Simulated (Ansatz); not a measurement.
# Single-point calculation, with input and output: Cu27O14 (part 1 of 2)

- system: Cu27O14 (defect cell, 41 atoms in the cell)
- method: DFT, LDA, plane waves, PAW, spin-polarised (Ansatz 0.2.0)

The structure derives from a Materials Project entry. Figures and captions count atoms from 1; the log counts them from 0 in places.

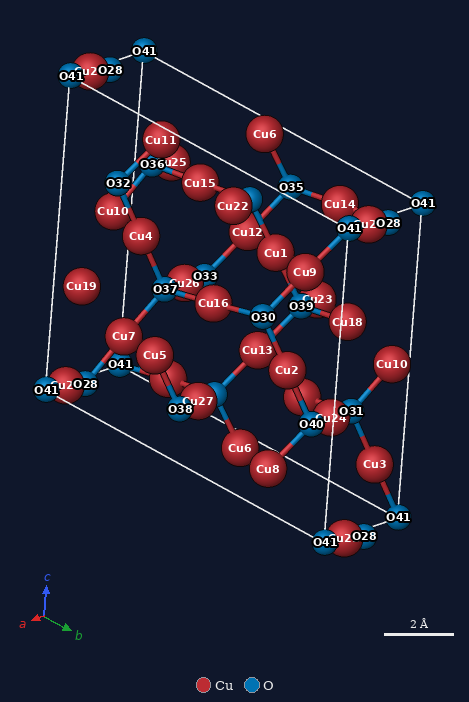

Figure 1. The structure (ball-and-stick view of the cell of the calculation, seen slightly off an axis; atoms are numbered from 1 in the order of the input).

Input:
```yaml
crystal:
  lattice:
    - [4.1663105654, 4.1663105654, 4.1663105654]
    - [0.0, -8.3326211309, 4.1663105654]
    - [4.1663105654, 0.0, -8.3326211309]
  atoms:
    - { symbol: Cu, position: [0.5326384231, 0.6405313142, 0.7129596495] }
    - { symbol: Cu, position: [0.8230935815, 0.7843374366, 0.4315920288] }
    - { symbol: Cu, position: [0.1018823532, 0.9324207448, 0.1460557383] }
    - { symbol: Cu, position: [0.6830572056, 0.210174206, 0.5681727186] }
    - { symbol: Cu, position: [0.9622350395, 0.3583744254, 0.2827393325] }
    - { symbol: Cu, position: [0.2526068925, 0.502096072, 0.0012161006] }
    - { symbol: Cu, position: [0.5258615267, 0.1389791546, 0.2012600066] }
    - { symbol: Cu, position: [0.6761657418, 0.7082172253, 0.0694668882] }
    - { symbol: Cu, position: [0.9495944332, 0.8513935122, 0.7869506636] }
    - { symbol: Cu, position: [0.2592656214, 0.0039292884, 0.5127935376] }
    - { symbol: Cu, position: [0.8354674026, 0.2912829768, 0.9273986652] }
    - { symbol: Cu, position: [0.1092402344, 0.434552375, 0.6448970823] }
    - { symbol: Cu, position: [0.3925168893, 0.5711312876, 0.3569375742] }
    - { symbol: Cu, position: [0.3199844763, 0.796787934, 0.9266547232] }
    - { symbol: Cu, position: [0.4650526555, 0.3461244484, 0.7873600246] }
    - { symbol: Cu, position: [0.7462984228, 0.4931505981, 0.4963555267] }
    - { symbol: Cu, position: [0.0391678608, 0.6495701753, 0.2178952005] }
    - { symbol: Cu, position: [0.6195160399, 0.9284239873, 0.6398792726] }
    - { symbol: Cu, position: [0.8927321101, 0.0713596484, 0.3571715437] }
    - { symbol: Cu, position: [0.1653680274, 0.213971157, 0.0742433395] }
    - { symbol: Cu, position: [0.7299857156, 1.0023455587, 0.9949774257] }
    - { symbol: Cu, position: [0.8928019572, 0.5714806804, 0.8572454213] }
    - { symbol: Cu, position: [0.1757582088, 0.7094513398, 0.5689641064] }
    - { symbol: Cu, position: [0.4670664515, 0.8597293502, 0.2892320695] }
    - { symbol: Cu, position: [0.0546728075, 0.1403767383, 0.7191285973] }
    - { symbol: Cu, position: [0.318300319, 0.2828722202, 0.4250806393] }
    - { symbol: Cu, position: [0.6094263035, 0.4330520804, 0.1452069898] }
    - { symbol: O, position: [0.481804475, 0.0082880996, -0.0161524373], spin: 1.5 }
    - { symbol: O, position: [0.6366905307, 0.5632442416, 0.852783664] }
    - { symbol: O, position: [0.9271054072, 0.710618655, 0.575151202] }
    - { symbol: O, position: [0.2185470501, 0.8661014401, 0.2926138375] }
    - { symbol: O, position: [0.8016331494, 0.1439206246, 0.7140192825] }
    - { symbol: O, position: [0.069298169, 0.288027349, 0.4286881024] }
    - { symbol: O, position: [0.354518687, 0.4247487921, 0.1419230779] }
    - { symbol: O, position: [0.1488380416, 0.5796474771, 0.8615877799] }
    - { symbol: O, position: [0.3028812865, 0.1346606955, 0.730054955], spin: 1.5 }
    - { symbol: O, position: [0.5668588869, 0.2766261679, 0.4215809551] }
    - { symbol: O, position: [0.8582614486, 0.4321912335, 0.1392405862] }
    - { symbol: O, position: [0.430488817, 0.7175043121, 0.5719390101] }
    - { symbol: O, position: [0.7160972219, 0.8547100643, 0.2856645022] }
    - { symbol: O, position: [0.9830102775, -0.0013904572, 0.0002637158] }
  host:
    lattice:
      - [4.1663105654, 0.0, 0.0]
      - [0.0, 4.1663105654, 0.0]
      - [0.0, 0.0, 4.1663105654]
    atoms:
      - { symbol: Cu, position: [0.25, 0.25, 0.75] }
      - { symbol: Cu, position: [0.75, 0.25, 0.25] }
      - { symbol: Cu, position: [0.25, 0.75, 0.25] }
      - { symbol: Cu, position: [0.75, 0.75, 0.75] }
      - { symbol: O, position: [0.5, 0.5, 0.5] }
      - { symbol: O, position: [0.0, 0.0, 0.0] }
basis:
  ecutwfc: "350 eV"
  xc_grid: 2
kpoints:
  mp_grid: { grid: [2, 2, 2], shift: [0.5, 0.5, 0.5] }
hamiltonian:
  xc: lda
scf:
  occupations: { method: gaussian, width: 0.01 }
output:
  forces: true
  eigenvalues: true
magnetization:
  spin_polarized: true
```

Run on 4 threads of Intel Xeon @ 2.70GHz, 189 GiB of memory available, shared host.

Command:
```bash
ansatz run input.yaml --threads 4 --pin off --max-ram 8192MiB --backend cpu --events-out ev --progress --plain --runs-dir out
```

The program's output:
```
Warning: basis.ecutwfc = 350 eV is below the records' recommended 420 eV, and the density's cutoff is lower with it unless basis.ecutrho_ratio is high enough to keep the records' density cutoff: compare with a run at a higher cutoff
Engine: ansatz 0.2.0, x86_64-unknown-linux-gnu
Pseudopotentials: kind: paw
Pseudopotential: Cu, paw, valence charge 19, recommended cutoff 420 eV (normal), Cu.paw.azcp
Pseudopotential: O, paw, valence charge 6, recommended cutoff 420 eV (normal), O.paw.azcp
Functional definition: SPW92
  exchange = slater_x
  correlation = pw_c
Crystal: 41 atoms, lattice volume = 506.236 Å³
Basis set: ecut = 350 eV, 7507 PW (Γ), exchange–correlation on 90×120×120 points (8 copies of the dense FFT grid, shifted against one another)
Bands: 360, of which v1, the nominal top of the filled ones, is band 299 counted from 1 (298 counted from 0)
Symmetry: 1 space group operations
Space group: P1 (ITA 1), of the structure as read, at distance tolerance 8.0e-5 Å
Magnetic group: BNS 1.1 (UNI 1), of the structure as read, at distance tolerance 8.0e-5 Å
k-points: 4 of 8 (time reversal used)
Non-local potential: Cu, projectors of the file, l = 0: 3, l = 1: 2, l = 2: 3, l = 3: 1
Non-local potential: O, projectors of the file, l = 0: 2, l = 1: 2, l = 2: 1
PAW form: soft (Blöchl's): semilocal exchange-correlation on the pseudo side does not see the compensation charge
PAW frozen core: Cu, regenerated for the run's functional, and the local potential with it (the file was generated under x = pbe(κ = 0.804, μ = 0.2195149727645171), c = pbe(β = 0.06672455060314922))
PAW frozen core: O, regenerated for the run's functional, and the local potential with it (the file was generated under x = pbe(κ = 0.804, μ = 0.2195149727645171), c = pbe(β = 0.06672455060314922))
PAW one-centre angular grid: Cu, 590 points (default); XC on 64 Gauss nodes
PAW one-centre angular grid: O, 110 points (default); XC on 64 Gauss nodes
Initial density: superposition of atomic densities (chi_scale 0.1, normalization cell, long waves kept (reshape's long-wave potential 0.24 eV rms))
Starting moments: Σ|m| = 3 μB on 2 of 41 sites
Initial wavefunctions: pseudopotential atomic-orbital guess
Functional: x = slater, c = lda
SCF iter   1: F=—  HF=-184758.896619 eV  |F-HF|=—  |Δ(HF+E_count)|=         —  Δρ=5.55e-2 (↑5.55e-2 ↓4.89e-2)  dr2=2.70e1  dr2_m=2.06e0  M=0.988 μB ∫|m|=1.428 μB  β_m=0.30  ethr=3.10e-3  ⟨swp⟩=4.6  Hψ=8836  notcnv=0  defer=77
preconditioner: auto → Resta (q_TF=auto, 2.804 Å⁻¹)  ε∞=11.2  [insulator: Δε(μ)=0.028 eV  Ē_g=10.089 eV  σ=0.010 eV  W_gap=0.95  n_scr=194 (ndim 8)  ℏωp=32.2 eV  f_vac=0.021  D(μ)=3.93/eV (n_scr^D=12)  ε∞_Penn≈11.2]
spin=Collinear: Resta preconditioning applied to the charge; magnetization (m = ρ↑ − ρ↓) channel mixes plain (no charge-response kernel on spin).
SCF iter   2: F=—  HF=-184756.082854 eV  |F-HF|=—  |Δ(HF+E_count)|=    2.81e0  Δρ=2.94e-2 (↑2.94e-2 ↓2.57e-2)  dr2=5.26e0  dr2_m=1.38e0  M=0.500 μB ∫|m|=0.974 μB  β_m=0.30  ethr=3.10e-3  ⟨swp⟩=2.5  Hψ=4650  notcnv=0  defer=430
SCF iter   3: F=—  HF=-184755.963598 eV  |F-HF|=—  |Δ(HF+E_count)|=   1.19e-1  Δρ=1.91e-2 (↑1.78e-2 ↓1.91e-2)  dr2=1.85e0  dr2_m=8.50e-1  M=0.500 μB ∫|m|=0.846 μB  β_m=0.30  ethr=8.81e-4  ⟨swp⟩=2.5  Hψ=3995  notcnv=0  defer=430
SCF iter   4: F=—  HF=-184756.047891 eV  |F-HF|=—  |Δ(HF+E_count)|=   8.43e-2  Δρ=1.36e-2 (↑1.16e-2 ↓1.36e-2)  dr2=6.42e-1  dr2_m=5.12e-1  M=0.500 μB ∫|m|=0.773 μB  β_m=0.30  ethr=3.10e-4  ⟨swp⟩=2.1  Hψ=3372  notcnv=0  defer=432
SCF iter   5: F=—  HF=-184755.979024 eV  |F-HF|=—  |Δ(HF+E_count)|=   6.89e-2  Δρ=8.69e-3 (↑8.69e-3 ↓8.37e-3)  dr2=1.11e-1  dr2_m=3.05e-1  M=0.500 μB ∫|m|=0.714 μB  β_m=0.30  ethr=1.08e-4  ⟨swp⟩=2.4  Hψ=3771  notcnv=0  defer=432
SCF iter   6: F=—  HF=-184756.022162 eV  |F-HF|=—  |Δ(HF+E_count)|=   4.31e-2  Δρ=6.59e-3 (↑6.59e-3 ↓6.37e-3)  dr2=2.60e-2  dr2_m=1.86e-1  M=0.500 μB ∫|m|=0.673 μB  β_m=0.30  ethr=1.86e-5  ⟨swp⟩=2.8  Hψ=4019  notcnv=0  defer=432
SCF iter   7: F=—  HF=-184756.070616 eV  |F-HF|=—  |Δ(HF+E_count)|=   4.85e-2  Δρ=5.26e-3 (↑5.26e-3 ↓5.04e-3)  dr2=2.21e-2  dr2_m=1.13e-1  M=0.500 μB ∫|m|=0.639 μB  β_m=0.30  ethr=4.35e-6  ⟨swp⟩=2.0  Hψ=3936  notcnv=0  defer=432
Mixer restart at iter 7: flushing history
spin-set hold released at iteration 7 (site moments contracting): the magnetisation degrees of freedom join the quasi-Newton model from the next iteration; the mixer history was flushed
SCF iter   8: F=—  HF=-184756.093858 eV  |F-HF|=—  |Δ(HF+E_count)|=   2.32e-2  Δρ=4.00e-3 (↑4.00e-3 ↓3.93e-3)  dr2=1.00e-2  dr2_m=6.88e-2  M=0.500 μB ∫|m|=0.613 μB  β_m=0.65  ethr=3.70e-6  ⟨swp⟩=2.0  Hψ=4185  notcnv=0  defer=432
SCF iter   9: F=—  HF=-184756.136923 eV  |F-HF|=—  |Δ(HF+E_count)|=   4.31e-2  Δρ=2.25e-3 (↑2.24e-3 ↓2.25e-3)  dr2=6.20e-2  dr2_m=1.36e-3  M=0.490 μB ∫|m|=0.528 μB  β_m=0.48  ethr=1.67e-6  ⟨swp⟩=3.2  Hψ=5768  notcnv=0  defer=432
SCF iter  10: F=—  HF=-184756.125188 eV  |F-HF|=—  |Δ(HF+E_count)|=   1.17e-2  Δρ=3.57e-4 (↑3.57e-4 ↓3.29e-4)  dr2=1.25e-3  dr2_m=2.31e-4  M=0.487 μB ∫|m|=0.517 μB  β_m=0.58  ethr=1.67e-6  ⟨swp⟩=2.5  Hψ=5388  notcnv=0  defer=436
SCF iter  11: F=—  HF=-184756.125662 eV  |F-HF|=—  |Δ(HF+E_count)|=   4.75e-4  Δρ=3.56e-4 (↑3.56e-4 ↓3.42e-4)  dr2=1.25e-3  dr2_m=5.48e-5  M=0.488 μB ∫|m|=0.514 μB  β_m=0.60  ethr=2.09e-7  ⟨swp⟩=2.0  Hψ=4816  notcnv=0  defer=436
SCF iter  12: F=—  HF=-184756.125659 eV  |F-HF|=—  |Δ(HF+E_count)|=   3.73e-6  Δρ=1.29e-4 (↑1.09e-4 ↓1.29e-4)  dr2=2.24e-4  dr2_m=1.51e-5  M=0.487 μB ∫|m|=0.512 μB  β_m=0.69  ethr=2.09e-7  ⟨swp⟩=2.0  Hψ=4630  notcnv=0  defer=436
SCF iter  13: F=—  HF=-184756.125696 eV  |F-HF|=—  |Δ(HF+E_count)|=   3.70e-5  Δρ=1.57e-4 (↑1.56e-4 ↓1.57e-4)  dr2=3.63e-4  dr2_m=6.43e-7  M=0.487 μB ∫|m|=0.512 μB  β_m=0.53  ethr=3.75e-8  ⟨swp⟩=2.0  Hψ=4810  notcnv=0  defer=436
SCF iter  14: F=—  HF=-184756.125648 eV  |F-HF|=—  |Δ(HF+E_count)|=   4.79e-5  Δρ=3.67e-5 (↑3.29e-5 ↓3.67e-5)  dr2=3.15e-5  dr2_m=4.64e-7  M=0.486 μB ∫|m|=0.511 μB  β_m=0.59  ethr=3.75e-8  ⟨swp⟩=2.0  Hψ=4809  notcnv=0  defer=436
SCF iter  15: F=—  HF=-184756.126066 eV  |F-HF|=—  |Δ(HF+E_count)|=   4.18e-4  Δρ=2.79e-5 (↑2.79e-5 ↓2.70e-5)  dr2=1.65e-5  dr2_m=2.01e-7  M=0.486 μB ∫|m|=0.511 μB  β_m=0.68  ethr=5.27e-9  ⟨swp⟩=2.0  Hψ=4006  notcnv=0  defer=436
SCF iter  16: F=—  HF=-184756.126067 eV  |F-HF|=—  |Δ(HF+E_count)|=   1.54e-6  Δρ=3.66e-5 (↑3.35e-5 ↓3.66e-5)  dr2=2.03e-5  dr2_m=9.16e-8  M=0.486 μB ∫|m|=0.511 μB  β_m=0.57  ethr=2.77e-9  ⟨swp⟩=2.0  Hψ=4702  notcnv=0  defer=436
SCF iter  17: F=—  HF=-184756.126064 eV  |F-HF|=—  |Δ(HF+E_count)|=   2.91e-6  Δρ=1.81e-5 (↑1.35e-5 ↓1.81e-5)  dr2=5.24e-6  dr2_m=1.50e-7  M=0.486 μB ∫|m|=0.511 μB  β_m=0.51  ethr=2.77e-9  ⟨swp⟩=2.0  Hψ=4818  notcnv=0  defer=436
SCF iter  18: F=—  HF=-184756.126064 eV  |F-HF|=—  |Δ(HF+E_count)|=   6.20e-7  Δρ=8.03e-6 (↑8.01e-6 ↓8.03e-6)  dr2=7.16e-7  dr2_m=1.01e-7  M=0.486 μB ∫|m|=0.511 μB  β_m=0.63  ethr=8.78e-10  ⟨swp⟩=2.0  Hψ=3873  notcnv=0  defer=436
SCF iter  19: F=—  HF=-184756.126064 eV  |F-HF|=—  |Δ(HF+E_count)|=   1.39e-7  Δρ=1.00e-5 (↑8.78e-6 ↓1.00e-5)  dr2=1.14e-6  dr2_m=4.61e-8  M=0.486 μB ∫|m|=0.511 μB  β_m=0.51  ethr=1.20e-10  ⟨swp⟩=2.0  Hψ=4812  notcnv=0  defer=436
SCF iter  20: F=—  HF=-184756.126064 eV  |F-HF|=—  |Δ(HF+E_count)|=   1.45e-7  Δρ=4.04e-6 (↑3.70e-6 ↓4.04e-6)  dr2=1.78e-7  dr2_m=2.35e-8  M=0.486 μB ∫|m|=0.511 μB  β_m=0.50  ethr=1.20e-10  ⟨swp⟩=2.0  Hψ=4723  notcnv=0  defer=436
SCF iter  21: F=—  HF=-184756.126064 eV  |F-HF|=—  |Δ(HF+E_count)|=   1.11e-8  Δρ=2.21e-6 (↑2.18e-6 ↓2.21e-6)  dr2=5.58e-8  dr2_m=5.25e-9  M=0.486 μB ∫|m|=0.511 μB  β_m=0.48  ethr=1.68e-11  ⟨swp⟩=8.9  Hψ=11864  notcnv=0
SCF iter  22: F=—  HF=-184756.126064 eV  |F-HF|=—  |Δ(HF+E_count)|=   4.92e-9  Δρ=9.72e-7 (↑9.72e-7 ↓8.98e-7)  dr2=1.08e-8  dr2_m=8.60e-10  M=0.486 μB ∫|m|=0.511 μB  β_m=0.43  ethr=9.35e-12  ⟨swp⟩=2.2  Hψ=5303  notcnv=0
SCF iter  23: F=-184756.126064 eV  HF=-184756.126064 eV  |F-HF|=4.28e-9  |Δ(HF+E_count)|=  9.90e-10  Δρ=7.28e-7 (↑7.28e-7 ↓6.34e-7)  dr2=5.92e-9  dr2_m=1.48e-10  M=0.486 μB ∫|m|=0.511 μB  ethr=1.81e-12  ⟨swp⟩=2.0  Hψ=5301  notcnv=0
SCF 1 converged in 23 iterations: F = -184756.126064 eV  dr2 = 5.92e-9
  greatest PAW one-centre occupation: 1.000 electrons in one spin orbital (limit 2), on the Cu atom at site 18 (counted from 0), in its partial waves of l = 0
```

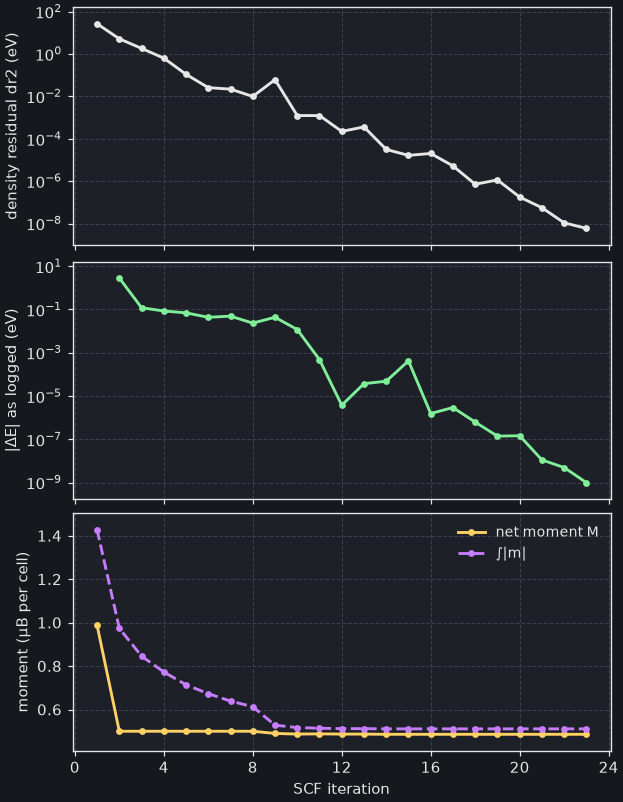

Figure 2. Convergence of the self-consistent field: density residual dr2, size of the energy change and magnetic moment against the SCF iteration. The residual comes down, with one marked jump up, by a factor of about 6, at step 9. The net moment goes from 1.0 to 0.5 μB per cell.

```
SCF converged after 23 iterations
Magnetization: 0.4864 μB (298.7432 up, 298.2568 down)
Absolute magnetization: 0.5113 μB (∫|ρ↑−ρ↓|, with the PAW one-centre terms)
Spin contamination: 0.0001 ħ² per cell (⟨S²⟩ above its minimum at these occupations)
Per-site moments (μB) at R_I (Å): [(0.01660144903600564, 0.7497383362720352), (0.015817611030907768, 0.7500623305035912), (0.018158577807531384, 0.749608614538896), (0.01816471157423656, 0.7496348031212307), (0.015826590511007887, 0.7501380584386601), (0.016632161606129296, 0.7496844505012178), (0.018107400976377353, 0.7356673474151239), (0.013302483814407535, 0.7493981178815721), (0.01400174888528073, 0.7481704776099024), (0.018145211772224376, 0.7356056161057833), (0.013948930935585002, 0.7480942996040761), (0.013306449441499389, 0.7494545010854087), (0.01282310934953032, 0.7476480348039669), (0.01638185039076328, 0.7356521849535795), (0.01640365639213005, 0.7357099065989029), (0.011546928087847696, 0.7484566197520421), (0.011540130838893544, 0.7484708342341845), (0.01591050629337748, 0.7486767828654027), (0.012049890457326304, 0.7492712244635029), (0.015921096346344882, 0.7486768059262073), (0.012448603591621137, 0.7357297339899889), (0.0068393396709790005, 0.7501928952127488), (0.009102289802251386, 0.7477629319296387), (0.008792539872442558, 0.7497281288485236), (0.012450745680633887, 0.7356865433962255), (0.008795457807177188, 0.7498266062281482), (0.009130921022928926, 0.747771418075245), (0.008268975110656307, 0.7356521849535795), (0.005230627930050085, 0.7497383362720352), (0.0050241999101047746, 0.7477629319296387), (0.00566774016069546, 0.7484708342341845), (0.006334913318166756, 0.7480942996040761), (0.004723287434407335, 0.7492712244635029), (0.005477737360949451, 0.7476706274287802), (0.005236152453682441, 0.7496844505012178), (0.008301425183822746, 0.7356056161057833), (0.005661140786119253, 0.7484566197520421), (0.005020479365360408, 0.747771418075245), (0.005462340192311259, 0.7476480348039669), (0.004727135757115631, 0.7492917145976319), (0.006345099100873502, 0.7481704776099024)]
Free energy (F): -184756.126064 eV
Harris-Foulkes:  -184756.126064 eV  (|F-HF|=4.28e-9)
Internal energy: -184756.124496 eV  (E = F + TS)
E sigma→0 (E₀):  -184756.125280 eV
Entropy (-TS):   -0.001568 eV (-0.038 meV/atom)
Fermi energy:    10.969380 eV
--- Per-component energies (eV) ---
  E_band       = -12287.556425
  E_kinetic    = 10531.712793
  E_local      = -133377.978356  (includes V_loc(G=0)·N_el)
  E_nonlocal   = 11499.819998
  E_hartree    = 58177.830396
  E_xc         = -3381.912355
  E_vxc        = -4374.709349  (∫ρ·V_xc dr)
  E_paw        = -45185.584093  (= ΣΔE_a)
  E_vpaw       = -12922.080023  (= ΣTr[D̂ρ^β])
  E_aug_tail   = 0.037406  (compensation charges beyond the density's cutoff)
  E_ewald      = -83033.548009
  E_core_change = 13.497723  (= ΣΔE_core)
  E_smearing   = -0.001568  (= −TS)
  E_closure    = -0.000000  (closes the sum)
  Σ components = -184756.126064   (vs F -184756.126064, Δ=0.00e0)
```
